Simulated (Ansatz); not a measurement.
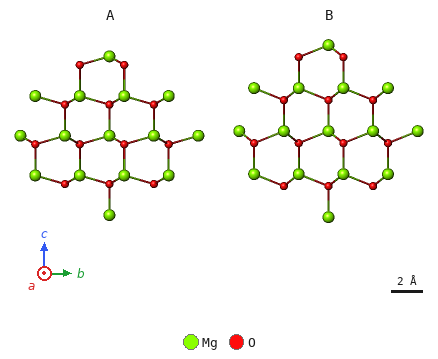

Two geometries of crystalline MgO (a generated structure, set up in P6_3mc), drawn at one scale. One is the start of a relaxation, the other its converged end. Style: ball-and-stick. Shown: the atoms within 5.8 Å of the atom that moves most (axes of the cell of the calculation), along the a axis.

Computed with Ansatz 0.2.0, DFT PBE, scalar-relativistic, plane waves, PAW. (plane-wave cutoff 420 eV; k-point mesh 12 × 12 × 4; occupations gaussian; smearing width 0.02 eV; no spin polarisation; cell and atoms relaxed; force threshold 0.01 eV/Å; at most 60 steps)

Question: Which one is relaxed?

Answer: Structure A is the relaxed one. Case: Co → Mg on all its sites, cell and atoms relaxed. Over 5 accepted moves (7 points after the start) the energy falls by 0.204 eV per cell of the calculation. The largest force component goes from 0.54 to 0.0018 eV/Å. Pressure: −7.78 GPa at the start and 0.01 GPa at the end. The SCF was repeated twice at an unchanged geometry on a basis and grid sized afresh for the cell, which shifted the energy by 5.9 meV per cell of the calculation at most. The largest moves relative to the cell, 0.080 Å, are those of Mg and O atoms. By element the largest moves are Mg 0.080 Å, O 0.080 Å. The volume changes by −8.2 %, with a = b 3.323 → 3.314 Å (−0.3 %), c 5.549 → 5.122 Å (−7.7 %). Near-neighbour distances that change, for instance: Mg–O 2.069 → 1.992 Å, Mg–O 2.002 → 2.007 Å. Among the angles between lasting bonds that change: O–Mg–O 111.9° → 106.1°, Mg–O–Mg 111.9° → 106.1°, O–Mg–O 106.9° → 112.6°. The space group stays P6_3mc (No. 186). Cost: 38 s on 1 thread of Arm Neoverse V2 (shared host), peak memory 0.35 GiB.
